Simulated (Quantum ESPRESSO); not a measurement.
## MgS: geometry relaxation

- system: MgS (2 atoms in the cell)
- method: Kohn-Sham DFT of a periodic cell, PBEsol, GBRV 1.5 PBEsol, no spin polarisation (Quantum ESPRESSO 7.5)

The structure derives from a Materials Project entry.

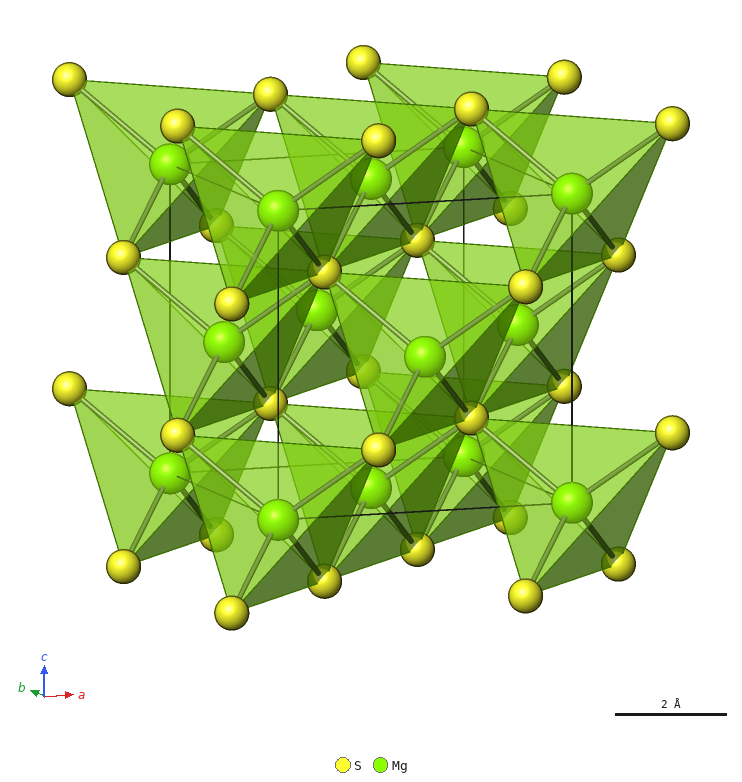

Fig. 1: The structure as given in the input (polyhedral view of the cell 4 times as large as that of the calculation, set on its symmetry axes, seen slightly off an axis; polyhedra are completed across the faces of the cell). An atom can appear more than once, as a periodic image.

## Input
```
&CONTROL
  calculation = 'relax'
  prefix = 'pwscf'
  outdir = './tmp'
  pseudo_dir = './pseudo'
  tprnfor = .true.
  tstress = .true.
  disk_io = 'low'
  nstep = 40
  forc_conv_thr = 0.0004
  etot_conv_thr = 1d-05
/
&SYSTEM
  ibrav = 0
  A = 4.00663679
  nat = 2
  ntyp = 2
  ecutwfc = 45
  ecutrho = 360
  nbnd = 14
  occupations = 'smearing'
  smearing = 'fd'
  degauss = 0.00367493
/
&ELECTRONS
  conv_thr = 4d-10
  electron_maxstep = 120
  mixing_beta = 0.5
/
&IONS
  ion_dynamics = 'bfgs'
/
ATOMIC_SPECIES
S     32.0600 s_pbesol_v1.4.uspp.F.UPF
Mg    24.3050 mg_pbesol_v1.4.uspp.F.UPF
CELL_PARAMETERS alat
   0.0000000000    0.7071067819    0.7071067819
   0.7071067819    0.0000000000    0.7071067819
   0.7071067819    0.7071067819    0.0000000000
ATOMIC_POSITIONS alat
S      0.3535533909    0.3535533909    0.3535533909
Mg     0.0000000000    0.0000000000    0.0000000000
K_POINTS automatic
8 8 8 0 0 0
```

Run as:
```bash
OMP_NUM_THREADS=1 mpirun -n 2 pw.x -nk 2 -in pw.in > pw.out
```

## Log
```
This program is part of the open-source Quantum ESPRESSO suite
     for quantum simulation of materials; please cite
         "P. Giannozzi et al., J. Phys.:Condens. Matter 21 395502 (2009);
         "P. Giannozzi et al., J. Phys.:Condens. Matter 29 465901 (2017);
         "P. Giannozzi et al., J. Chem. Phys. 152 154105 (2020);
          URL
     in publications or presentations arising from this work. More details at

     Message from routine setup:
     using ibrav=0 with symmetry is DISCOURAGED, use correct ibrav instead

     K-points division:     npool     =       2
     Subspace diagonalization in iterative solution of the eigenvalue problem:
     a serial algorithm will be used

     G-vector sticks info
     --------------------
     sticks:   dense  smooth     PW     G-vecs:    dense   smooth      PW
     Sum        1417     703    211                35557    12387    2109

     Using Slab Decomposition

     bravais-lattice index     =            0
     lattice parameter (alat)  =       7.5714  a.u.
     unit-cell volume          =     306.9174 (a.u.)^3
     number of atoms/cell      =            2
     number of atomic types    =            2
     number of electrons       =        16.00
     number of Kohn-Sham states=           14
     kinetic-energy cutoff     =      45.0000  Ry
     charge density cutoff     =     360.0000  Ry
     scf convergence threshold =      4.0E-10
     mixing beta               =       0.5000
     number of iterations used =            8  plain     mixing
     energy convergence thresh.=      1.0E-05
     force convergence thresh. =      4.0E-04
     Exchange-correlation= SLA  PW   PSX  PSC
                           (   1   4  10   8   0   0   0)
     nstep                     =           40

     celldm(1)=   7.571446  celldm(2)=   0.000000  celldm(3)=   0.000000
     celldm(4)=   0.000000  celldm(5)=   0.000000  celldm(6)=   0.000000

     crystal axes: (cart. coord. in units of alat)
               a(1) = (   0.000000   0.707107   0.707107 )
               a(2) = (   0.707107   0.000000   0.707107 )
               a(3) = (   0.707107   0.707107   0.000000 )

     reciprocal axes: (cart. coord. in units 2 pi/alat)
               b(1) = ( -0.707107  0.707107  0.707107 )
               b(2) = (  0.707107 -0.707107  0.707107 )
               b(3) = (  0.707107  0.707107 -0.707107 )

     PseudoPot. # 1 for S  read from file:
     s_pbesol_v1.4.uspp.F.UPF
     Pseudo is Ultrasoft + core correction, Zval =  6.0
     Generated by new atomic code, or converted to UPF format
     Using radial grid of  907 points,  6 beta functions with:
                l(1) =   0
                l(2) =   0
                l(3) =   1
                l(4) =   1
                l(5) =   2
                l(6) =   2
     Q(r) pseudized with  8 coefficients,  rinner =    1.300   1.300   1.300
                                                       1.300   1.300

     PseudoPot. # 2 for Mg read from file:
     mg_pbesol_v1.4.uspp.F.UPF
     Pseudo is Ultrasoft, Zval = 10.0
     Generated by new atomic code, or converted to UPF format
     Using radial grid of  821 points,  7 beta functions with:
                l(1) =   0
                l(2) =   0
                l(3) =   0
                l(4) =   1
                l(5) =   1
                l(6) =   2
                l(7) =   2
     Q(r) pseudized with  8 coefficients,  rinner =    1.200   1.200   1.200
                                                       1.200   1.200

     atomic species   valence    mass     pseudopotential
     S                 6.00    32.06000     S ( 1.00)
     Mg               10.00    24.30500     Mg( 1.00)

     24 Sym. Ops. (no inversion) found

   Cartesian axes

     site n.     atom                  positions (alat units)
         1        S      tau(   1) = (   0.3535534   0.3535534   0.3535534  )
         2        Mg     tau(   2) = (   0.0000000   0.0000000   0.0000000  )

     number of k points=    29  Fermi-Dirac smearing, width (Ry)=  0.0037
                       cart. coord. in units 2pi/alat
        k(    1) = (   0.0000000   0.0000000   0.0000000), wk =   0.0039062
        k(    2) = (   0.0883883   0.0883883  -0.0883883), wk =   0.0312500
        k(    3) = (   0.1767767   0.1767767  -0.1767767), wk =   0.0312500
        k(    4) = (   0.2651650   0.2651650  -0.2651650), wk =   0.0312500
        k(    5) = (  -0.3535534  -0.3535534   0.3535534), wk =   0.0156250
        k(    6) = (   0.1767767   0.0000000   0.0000000), wk =   0.0234375
        k(    7) = (   0.2651650   0.0883883  -0.0883883), wk =   0.0937500
        k(    8) = (   0.3535534   0.1767767  -0.1767767), wk =   0.0937500
        k(    9) = (  -0.2651650  -0.4419417   0.4419417), wk =   0.0937500
        k(   10) = (  -0.1767767  -0.3535534   0.3535534), wk =   0.0937500
        k(   11) = (  -0.0883883  -0.2651650   0.2651650), wk =   0.0937500
        k(   12) = (   0.0000000  -0.1767767   0.1767767), wk =   0.0468750
        k(   13) = (   0.3535534   0.0000000   0.0000000), wk =   0.0234375
        k(   14) = (   0.4419417   0.0883883  -0.0883883), wk =   0.0937500
        k(   15) = (  -0.1767767  -0.5303301   0.5303301), wk =   0.0937500
        k(   16) = (  -0.0883883  -0.4419417   0.4419417), wk =   0.0937500
        k(   17) = (   0.0000000  -0.3535534   0.3535534), wk =   0.0468750
        k(   18) = (   0.5303301   0.0000000   0.0000000), wk =   0.0234375
        k(   19) = (  -0.0883883  -0.6187184   0.6187184), wk =   0.0937500
        k(   20) = (   0.0000000  -0.5303301   0.5303301), wk =   0.0468750
        k(   21) = (  -0.7071068   0.0000000   0.0000000), wk =   0.0117188
        k(   22) = (   0.3535534   0.1767767   0.0000000), wk =   0.0937500
        k(   23) = (  -0.2651650  -0.4419417   0.6187184), wk =   0.1875000
        k(   24) = (  -0.1767767  -0.3535534   0.5303301), wk =   0.0937500
        k(   25) = (  -0.1767767  -0.5303301   0.7071068), wk =   0.0937500
        k(   26) = (  -0.0883883  -0.4419417   0.6187184), wk =   0.1875000
        k(   27) = (   0.0000000  -0.3535534   0.5303301), wk =   0.0937500
        k(   28) = (  -0.7071068   0.1767767   0.0000000), wk =   0.0468750
        k(   29) = (  -0.7071068   0.3535534   0.0000000), wk =   0.0234375

     Dense  grid:    35557 G-vectors     FFT dimensions: (  45,  45,  45)

     Smooth grid:    12387 G-vectors     FFT dimensions: (  36,  36,  36)

     Initial potential from superposition of free atoms

     starting charge      15.6997, renormalised to      16.0000
     Starting wfcs are    9 randomized atomic wfcs +    5 random wfcs

     Self-consistent Calculation

     iteration #  1     ecut=    45.00 Ry     beta= 0.50
     Davidson diagonalization with overlap
     ethr =  1.00E-02,  avg # of iterations =  7.6

     total energy              =    -149.30253567 Ry
     estimated scf accuracy    <       0.17267391 Ry

     iteration #  2     ecut=    45.00 Ry     beta= 0.50
     Davidson diagonalization with overlap
     ethr =  1.08E-03,  avg # of iterations =  2.2

     total energy              =    -149.33436537 Ry
     estimated scf accuracy    <       0.00938302 Ry

     iteration #  3     ecut=    45.00 Ry     beta= 0.50
     Davidson diagonalization with overlap
     ethr =  5.86E-05,  avg # of iterations =  4.7

     total energy              =    -149.33460428 Ry
     estimated scf accuracy    <       0.00172515 Ry

     iteration #  4     ecut=    45.00 Ry     beta= 0.50
     Davidson diagonalization with overlap
     ethr =  1.08E-05,  avg # of iterations =  2.6

     total energy              =    -149.33468934 Ry
     estimated scf accuracy    <       0.00007268 Ry

     iteration #  5     ecut=    45.00 Ry     beta= 0.50
     Davidson diagonalization with overlap
     ethr =  4.54E-07,  avg # of iterations =  3.4

     total energy              =    -149.33469871 Ry
     estimated scf accuracy    <       0.00000158 Ry

     iteration #  6     ecut=    45.00 Ry     beta= 0.50
     Davidson diagonalization with overlap
     ethr =  9.86E-09,  avg # of iterations =  4.2

     total energy              =    -149.33469972 Ry
     estimated scf accuracy    <       0.00000020 Ry

     iteration #  7     ecut=    45.00 Ry     beta= 0.50
     Davidson diagonalization with overlap
     ethr =  1.23E-09,  avg # of iterations =  2.0

     total energy              =    -149.33469978 Ry
     estimated scf accuracy    <       0.00000002 Ry

     iteration #  8     ecut=    45.00 Ry     beta= 0.50
     Davidson diagonalization with overlap
     ethr =  1.24E-10,  avg # of iterations =  2.0

     total energy              =    -149.33469978 Ry
     estimated scf accuracy    <          1.1E-09 Ry

     iteration #  9     ecut=    45.00 Ry     beta= 0.50
     Davidson diagonalization with overlap
     ethr =  7.03E-12,  avg # of iterations =  2.5

     End of self-consistent calculation

          k = 0.0000 0.0000 0.0000 (  1471 PWs)   bands (ev):

   -70.5194 -37.4829 -37.4829 -37.4829  -8.3340   2.9261   2.9261   2.9261
     6.2091  10.7649  10.7649  10.7649  13.6293  13.6293

          k = 0.0884 0.0884-0.0884 (  1534 PWs)   bands (ev):

   -70.5194 -37.4834 -37.4830 -37.4830  -8.2453   2.2271   2.8725   2.8725
     6.8838  10.5717  10.9419  10.9419  13.1666  13.1666

          k = 0.1768 0.1768-0.1768 (  1558 PWs)   bands (ev):

   -70.5194 -37.4843 -37.4832 -37.4832  -8.0155   1.0421   2.7515   2.7515
     7.7487  10.5866  10.9735  10.9735  13.2163  13.2163

          k = 0.2652 0.2652-0.2652 (  1570 PWs)   bands (ev):

   -70.5194 -37.4853 -37.4833 -37.4833  -7.7582   0.1100   2.6409   2.6409
     7.9350  10.6132  10.6132  11.1143  14.5032  14.9811

          k =-0.3536-0.3536 0.3536 (  1538 PWs)   bands (ev):

   -70.5194 -37.4856 -37.4834 -37.4834  -7.6415  -0.2434   2.5976   2.5976
     7.9074  10.4419  10.4419  11.3380  15.6213  15.9222

          k = 0.1768 0.0000 0.0000 (  1547 PWs)   bands (ev):

   -70.5194 -37.4834 -37.4831 -37.4831  -8.2158   2.2265   2.7433   2.7433
     7.1095  10.2198  11.1864  11.1864  12.1979  13.8895

          k = 0.2652 0.0884-0.0884 (  1552 PWs)   bands (ev):

   -70.5194 -37.4841 -37.4833 -37.4832  -8.0328   1.3458   2.5764   2.6126
     7.9129   9.9623  10.9088  11.4838  12.3025  14.0583

          k = 0.3536 0.1768-0.1768 (  1575 PWs)   bands (ev):

   -70.5194 -37.4850 -37.4835 -37.4835  -7.7815   0.4223   2.4054   2.4701
     8.3127   9.9582  10.8103  11.2348  13.5341  15.0726

          k =-0.2652-0.4419 0.4419 (  1557 PWs)   bands (ev):

   -70.5194 -37.4854 -37.4836 -37.4835  -7.6119  -0.0848   2.2065   2.4754
     8.3944   9.6563  10.8897  11.6569  14.6449  15.9523

          k =-0.1768-0.3536 0.3536 (  1565 PWs)   bands (ev):

   -70.5194 -37.4853 -37.4837 -37.4834  -7.6508   0.0283   2.1274   2.5873
     8.4907   9.7541  10.8223  11.5165  14.1576  15.5805

          k =-0.0884-0.2652 0.2652 (  1566 PWs)   bands (ev):

   -70.5194 -37.4847 -37.4836 -37.4832  -7.8670   0.7006   2.2272   2.7512
     8.4056  10.2129  10.7275  11.0880  12.6170  14.8623

          k = 0.0000-0.1768 0.1768 (  1552 PWs)   bands (ev):

   -70.5194 -37.4838 -37.4833 -37.4831  -8.1091   1.6013   2.5267   2.8746
     7.6501  10.3028  11.0270  11.1579  12.2675  13.6360

          k = 0.3536 0.0000 0.0000 (  1587 PWs)   bands (ev):

   -70.5194 -37.4843 -37.4835 -37.4835  -7.9107   1.1519   2.3521   2.3521
     7.9298   9.3366  11.1907  12.2876  12.2876  14.6532

          k = 0.4419 0.0884-0.0884 (  1571 PWs)   bands (ev):

   -70.5194 -37.4849 -37.4837 -37.4837  -7.7068   0.6056   2.0532   2.2078
     7.8505   9.3093  11.1692  12.4934  13.5455  15.5450

          k =-0.1768-0.5303 0.5303 (  1572 PWs)   bands (ev):

   -70.5194 -37.4853 -37.4841 -37.4837  -7.5363   0.2475   1.5910   2.2090
     7.9840   9.7916  11.3073  12.1057  14.4044  16.1022

          k =-0.0884-0.4419 0.4419 (  1564 PWs)   bands (ev):

   -70.5194 -37.4852 -37.4843 -37.4836  -7.5159   0.2622   1.2886   2.3542
     8.4235   9.9357  11.5705  11.7593  14.2085  14.3439

          k = 0.0000-0.3536 0.3536 (  1564 PWs)   bands (ev):

   -70.5194 -37.4849 -37.4841 -37.4834  -7.6601   0.4699   1.5123   2.5771
     9.1757   9.5951  10.7755  11.5238  12.8092  16.0373

          k = 0.5303 0.0000 0.0000 (  1576 PWs)   bands (ev):

   -70.5194 -37.4852 -37.4839 -37.4839  -7.5713   0.3702   2.0130   2.0130
     7.0966   8.7004  12.7016  13.7978  13.7978  15.8221

          k =-0.0884-0.6187 0.6187 (  1579 PWs)   bands (ev):

   -70.5194 -37.4854 -37.4841 -37.4839  -7.4542   0.2233   1.6339   1.9742
     7.0792   8.8942  12.8681  13.7918  14.6302  16.3958

          k = 0.0000-0.5303 0.5303 (  1568 PWs)   bands (ev):

   -70.5194 -37.4852 -37.4844 -37.4838  -7.4316   0.4184   1.0219   2.1062
     7.6023   9.7854  12.3686  12.9571  13.7481  14.9154

          k =-0.7071 0.0000 0.0000 (  1588 PWs)   bands (ev):

   -70.5194 -37.4856 -37.4840 -37.4840  -7.4181   0.0838   1.8843   1.8843
     6.6391   8.4570  13.9263  15.0754  15.0754  16.6087

          k = 0.3536 0.1768 0.0000 (  1558 PWs)   bands (ev):

   -70.5194 -37.4846 -37.4837 -37.4834  -7.8376   0.8355   2.0722   2.5457
     8.4807   9.7634  10.3802  12.0151  12.5173  15.1544

          k =-0.2652-0.4419 0.6187 (  1563 PWs)   bands (ev):

   -70.5194 -37.4851 -37.4840 -37.4835  -7.6242   0.3321   1.7183   2.3678
     8.7599   9.5733  10.7015  11.8526  13.6465  16.2645

          k =-0.1768-0.3536 0.5303 (  1556 PWs)   bands (ev):

   -70.5194 -37.4853 -37.4840 -37.4836  -7.5293   0.1149   1.6125   2.2722
     8.8415   9.2843  11.5417  11.6525  14.1838  15.5914

          k =-0.1768-0.5303 0.7071 (  1577 PWs)   bands (ev):

   -70.5194 -37.4852 -37.4841 -37.4838  -7.5434   0.3860   1.6883   2.0012
     7.7504   9.3648  11.3029  13.3067  13.9374  16.5527

          k =-0.0884-0.4419 0.6187 (  1574 PWs)   bands (ev):

   -70.5194 -37.4852 -37.4844 -37.4838  -7.4469   0.4134   1.1975   1.9131
     8.0655   9.9855  11.2490  12.4983  14.3282  15.9542

          k = 0.0000-0.3536 0.5303 (  1564 PWs)   bands (ev):

   -70.5194 -37.4850 -37.4845 -37.4837  -7.4824   0.4736   1.0831   2.0972
     8.5437  10.0574  10.9189  12.2311  14.1019  14.8445

          k =-0.7071 0.1768 0.0000 (  1580 PWs)   bands (ev):

   -70.5194 -37.4854 -37.4842 -37.4840  -7.4137   0.2654   1.5500   1.7217
     7.3236   9.1675  12.8263  12.9683  15.2276  16.5838

          k =-0.7071 0.3536 0.0000 (  1564 PWs)   bands (ev):

   -70.5193 -37.4851 -37.4845 -37.4840  -7.4093   0.6115   1.0655   1.5776
     8.3047  10.7709  10.9641  11.3248  15.4225  16.5251

     the Fermi energy is     4.7157 ev

!    total energy              =    -149.33469978 Ry
     estimated scf accuracy    <          4.4E-11 Ry
     smearing contrib. (-TS)   =      -0.00000000 Ry
     internal energy E=F+TS    =    -149.33469978 Ry

     The total energy is F=E-TS. E is the sum of the following terms:
     one-electron contribution =    -114.77347317 Ry
     hartree contribution      =      57.71214354 Ry
     xc contribution           =     -25.05282216 Ry
     ewald contribution        =     -67.22054799 Ry

     convergence has been achieved in   9 iterations

     Forces acting on atoms (cartesian axes, Ry/au):

     atom    1 type  1   force =     0.00000000   -0.00000000   -0.00000000
     atom    2 type  2   force =     0.00000000    0.00000000   -0.00000000

     Total force =     0.000000     Total SCF correction =     0.000000

     Computing stress (Cartesian axis) and pressure

          total   stress  (Ry/bohr**3)                   (kbar)     P=       -5.37
  -0.00003653  -0.00000000   0.00000000           -5.37       -0.00        0.00
  -0.00000000  -0.00003653   0.00000000           -0.00       -5.37        0.00
   0.00000000   0.00000000  -0.00003653            0.00        0.00       -5.37

     BFGS Geometry Optimization
     Energy error            =      1.0E-50 Ry
     Gradient error          =      6.1E-26 Ry/Bohr

     bfgs converged in   1 scf cycles and   0 bfgs steps
     (criteria: energy <  1.0E-05 Ry, force <  4.0E-04 Ry/Bohr)

     End of BFGS Geometry Optimization

     Final energy             =    -149.3346997838 Ry
Begin final coordinates

ATOMIC_POSITIONS (alat)
S                0.3535533909        0.3535533909        0.3535533909
Mg               0.0000000000        0.0000000000        0.0000000000
End final coordinates

=------------------------------------------------------------------------------=
   JOB DONE.
=------------------------------------------------------------------------------=
```

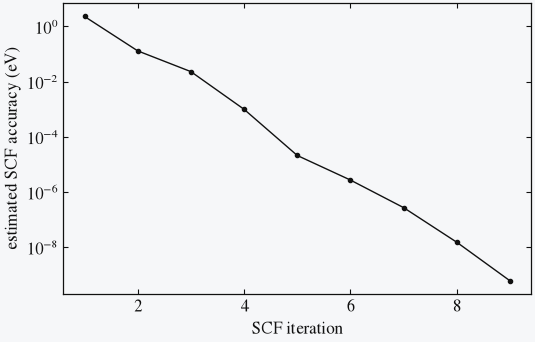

Fig. 2: Convergence of the self-consistent field: estimated SCF accuracy against the iteration. The field takes 9 iterations in all.

## Key numbers

| quantity | value |
| --- | --- |
| outcome | converged |
| space group (tolerance 0.01 Å) | F-43m (216) |
| electrons treated | 16 |
| free energy | −2031.8021 eV |
| Fermi energy | 4.716 eV |
| gap on the k-point mesh | 3.28 eV |
| pressure | −0.54 GPa |
| final volume | 45.48 Å³ |
| largest force (length of the vector) | under 0.001 eV/Å |
| hardware | 2 threads of Arm Neoverse V2, 24 GiB of memory available, shared host |
| wall time | 10 s (CPU time 20 s) |
| peak memory | 0.24 GiB |
